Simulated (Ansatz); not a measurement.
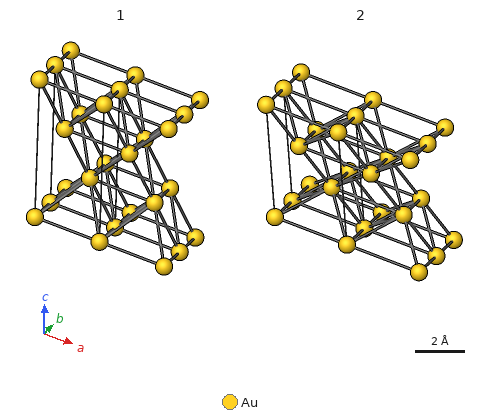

Two geometries of a crystal of Au (set up in Im-3m), drawn at one scale. One is the start of a relaxation, the other its converged end. The picture is a ball-and-stick view of the cell of the calculation, repeated 2 × 2 × 1 with one cell outlined, seen slightly off an axis.

Level of theory: DFT PBEsol, scalar-relativistic, plane waves, PAW (Ansatz). (plane-wave cutoff 420 eV; k-point mesh 14 × 14 × 14; occupations gaussian; smearing width 0.1 eV; no spin polarisation; cell and atoms relaxed; force threshold 0.015 eV/Å; at most 60 steps)

Which geometry has the lower energy?

Structure 1 is the relaxed one. Case: 0 of 3 Au sites taken by Cu, cell and atoms relaxed. After 10 accepted moves (13 points after the start) the energy has fallen by 67.4 meV per cell of the calculation. All forces vanish by symmetry, so only the cell relaxes. The pressure goes from 0.24 to 0.02 GPa. The line search rejected the trial step at point 6 of the run. The SCF was repeated twice at an unchanged geometry on a basis and grid sized afresh for the cell, which shifted the energy by 18.0 meV per cell of the calculation at most. No atom moves by more than 0.005 Å relative to the cell. Cell: a = b 3.242 → 2.907 Å (−10.3 %), c 5.376 → 6.380 Å (+18.7 %), α 107.5° → 103.2°, β 107.5° → 103.2°. Volume −0.2 %. Some distances before and after: Au–Au 3.242 → 2.907 Å, Au–Au 2.808 → 2.877 Å. The space group (tolerance 0.01 Å) goes from Im-3m (No. 229) to I4/mmm (No. 139).
